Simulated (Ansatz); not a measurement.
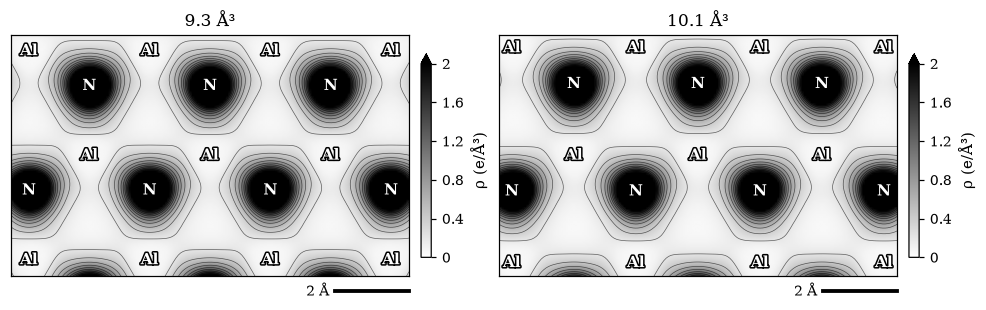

AlN. The valence pseudo-density of cells scaled evenly to different volumes (given per atom above each panel), on the (001) plane of each (indices in the axes of the cell below), at one length scale and on one colour scale.

A structure from a database of computed crystals, not necessarily the ambient phase.

Method: Kohn-Sham DFT of a periodic cell, PBEsol, Ansatz PAW (Ansatz 0.2.0).

The largest cell:

```
CELL_PARAMETERS angstrom
3.33405 0.00000 0.00000
-1.66703 2.88737 0.00000
0.00000 0.00000 4.21530
ATOMIC_POSITIONS crystal
Al 0.66667 0.33333 0.25000
Al 0.33333 0.66667 0.75000
N 0.66667 0.33333 0.75000
N 0.33333 0.66667 0.25000
```

| volume (Å³/atom) | Al–N contact in the plane (Å) | ρ at its midpoint (e/Å³) | pressure (GPa) | gap on the mesh (eV) | 
| --- | --- | --- | --- | --- |
| 9.35 | 1.873 | 0.690 | 10.7 | 3.63 | 
| 9.95 | 1.912 | ? | ? | ? | 
| 10.14 | 1.925 | 0.635 | −7.3 | 3.03 | 

Estimate the missing row, and compare with the calculation.

Over the known rows ln ρ falls by 1.60 per Å of Al–N distance (the line through the two), which gives 0.648 e/Å³ at 1.912 Å; the calculation gives 0.648 e/Å³. For the pressure, a straight line in volume between the neighbouring rows gives −3.0 GPa; the calculation gives −3.5, lower because pressure rises ever faster on compression. For the gap on the mesh, a straight line in volume between the neighbouring rows gives 3.17 eV; the calculation gives 3.17.
